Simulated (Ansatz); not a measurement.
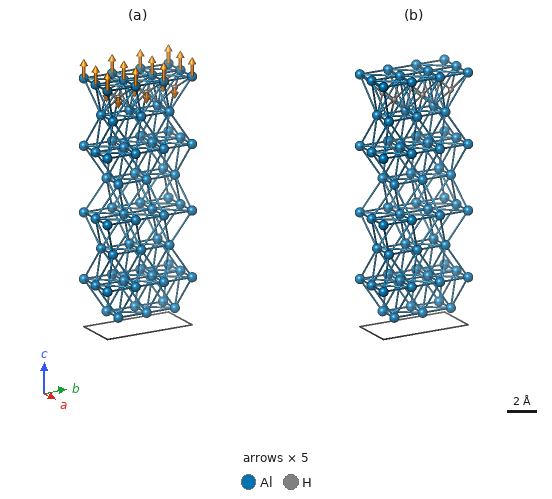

The structure of a slab of composition Al$_{8}$H (cut from the P6_3/mmc phase) before (left) and after (right) a constrained relaxation, at one scale. The orange arrows give the displacements, 5 times their true length.

A ball-and-stick model of the 2 × 3 repeat of the cell, outlined in the plane, without the vacuum, seen slightly off an axis.

Case: H put at a hollow Al-Al-Al site. The slab is the (0 0 1) face of Al with H on it. 4 atoms are held fixed.

Level of theory: Ansatz 0.2.0, DFT PBEsol, scalar-relativistic, plane waves, PAW.

Input
```yaml
crystal:
  lattice:
    - [2.8362844922, 0.0, 0.0]
    - [-1.4181422461, 2.4562944226, 0.0]
    - [0.0, 0.0, 35.3137615421]
  atoms:
    - { symbol: Al, position: [0.3333333333, 0.6666666667, 0.2406993656] }
    - { symbol: Al, position: [0.0, 0.0, 0.3066945262] }
    - { symbol: Al, position: [0.6666666667, 0.3333333333, 0.3726896867] }
    - { symbol: Al, position: [0.0, 0.0, 0.4386848473] }
    - { symbol: Al, position: [0.3333333333, 0.6666666667, 0.5041562492] }
    - { symbol: Al, position: [0.0, 0.0, 0.5704373706] }
    - { symbol: Al, position: [0.6666666667, 0.3333333333, 0.6367922409] }
    - { symbol: Al, position: [0.0, 0.0, 0.7041304592] }
    - { symbol: H, position: [0.3333333333, 0.6666666667, 0.6769455896] }
basis:
  ecutwfc: 420
kpoints:
  mp_grid: { grid: [12, 12, 1] }
hamiltonian:
  xc: pbesol
scf:
  occupations: { method: gaussian, width: 0.1 }
output:
  forces: true
  eigenvalues: true
  write_density: true
  write_potential: true
  elf: true
  volumetric_format: npy
relax:
  adjacent_minimum: "off"
  f_tol: 0.03
  max_steps: 70
  constraints: [{ sites: [0, 1, 2, 3] }]
efield:
  axis: 3
  dipole_correction: true
  ramp_width: 0.04
```

Run as
```bash
ansatz run input.yaml --threads 2 --pin off --max-ram 5120MiB --backend cpu --events-out ev --progress --plain --runs-dir out
```

Summarise the run.

Over 5 geometry steps the energy falls by 0.145 eV per cell of the calculation. Largest force component: 0.86 eV/Å at the start, 0.0054 eV/Å at the end. Al8 moves most: 0.27 Å along the normal (+c). Largest moves by element: Al 0.27 Å, H 0.16 Å. The lattice vectors keep their values. Some distances before and after: Al8–H9 1.898 → 2.152 Å, Al7–Al8 2.887 → 3.134 Å, Al7–H9 2.166 → 2.076 Å, Al6–Al7 2.859 → 2.849 Å. Cost: 44 s on 2 threads of Intel(R) Xeon(R) Processor @ 2.70GHz (shared host), peak memory 0.49 GiB.

Limits of the set-up: the periodic images lie only 2.8 Å apart, so the values are limited by the cell's size.
